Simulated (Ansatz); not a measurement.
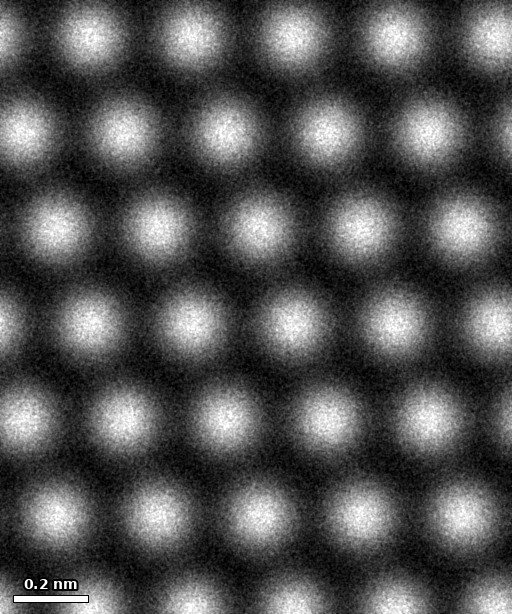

Integrated-DPC-like image of Zr (Fm-3m, No. 225). Simulated as the projected potential of neutral atoms (B = 0.8 Å²) blurred by a 1.30 Å probe, the thin-sample limit of integrated differential phase contrast. Shot noise was added. Model: the geometry given to an electronic-structure calculation, possibly off equilibrium; the starting structure was generated, so it need not be a known form of this composition.

```
Zr
1.0
     4.53669    0.00000    0.00000
     0.00000    4.53669    0.00000
     0.00000    0.00000    4.53669
Zr
4
Direct
  0.00000 0.00000 0.00000
  0.00000 0.50000 0.50000
  0.50000 0.00000 0.50000
  0.50000 0.50000 0.00000
```

Question: Which beam direction gives this image, [110], [210], [211] or [001]? (Directions equivalent by symmetry count as one.)

Answer: [110]. The projected cells are 2.78 × 2.78 Å, 109° for [110]; 1.01 × 2.27 Å, 90° for [210]; 1.60 × 2.62 Å, 90° for [211]; 2.27 × 2.27 Å, 90° for [001], and the image repeats as the [110] one does.
